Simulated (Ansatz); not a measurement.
System: Tm, space group Fm-3m (No. 225) (one of a set of cubic test structures, which need not be the stable phase).

Input of one of the runs behind the figure:
```
crystal:
  lattice:
    - [0.0, 2.586692149183, 2.586692149183]
    - [2.586692149183, 0.0, 2.586692149183]
    - [2.586692149183, 2.586692149183, 0.0]
  atoms:
    - { symbol: Tm, position: [0, 0, 0] }
kpoints:
  mp_grid: { grid: [11, 11, 11] }
hamiltonian:
  xc: r2scan
  pseudopotentials: { kind: paw }
scf:
  occupations: { method: fermi_dirac, width: 0.1 }
output:
  forces: true
  stress: true
```

Command:
```bash
ansatz run input.yaml --threads 1
```

Calculation (Ansatz 0.2.0 development build): equation of state of a cubic crystal from periodic Kohn-Sham density functional theory without spin; pressure corrected for the finite basis. Level: r2SCAN.

- structure type: fcc
- atoms in cell: 1
- space group number: 225
- lattice centring: face-centred primitive
- k mesh: 11×11×11
- occupation method: Fermi–Dirac
- occupation width: 0.1 eV
- wave cutoff: 500 eV
- datasets: soft-1 PAW
- density tolerance: 1e−07 eV
- bands: 16
- density cutoff ratio: 4
- search for lower states: default

Describe the result: the energy above the lowest point against volume. The volume takes the values 32.50, 33.56, 34.62, 35.67, 36.73 Å³/atom.

The energy above the lowest point is 14.4 meV/atom at volume 32.50 Å³/atom and 3.9 meV/atom at 36.73 Å³/atom; the lowest computed point is at volume 34.62 Å³/atom (0.0 meV/atom).

| volume (Å³/atom) | energy above the lowest point (meV/atom) |
| --- | --- |
| 32.50 | 14.4 |
| 33.56 | 3.7 |
| 34.62 | 0.0 |
| 35.67 | 0.2 |
| 36.73 | 3.9 |

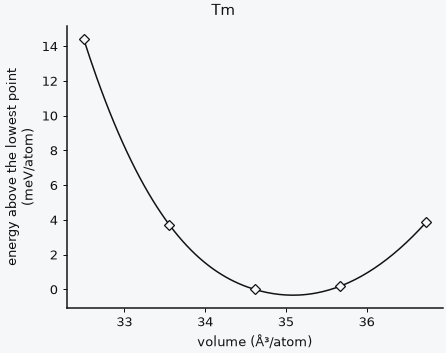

Caveats: cubic model structure, not the ambient form; modest k-mesh, values are not fully converged in k; open f shell treated without spin; open f shell, state may not be the lowest.
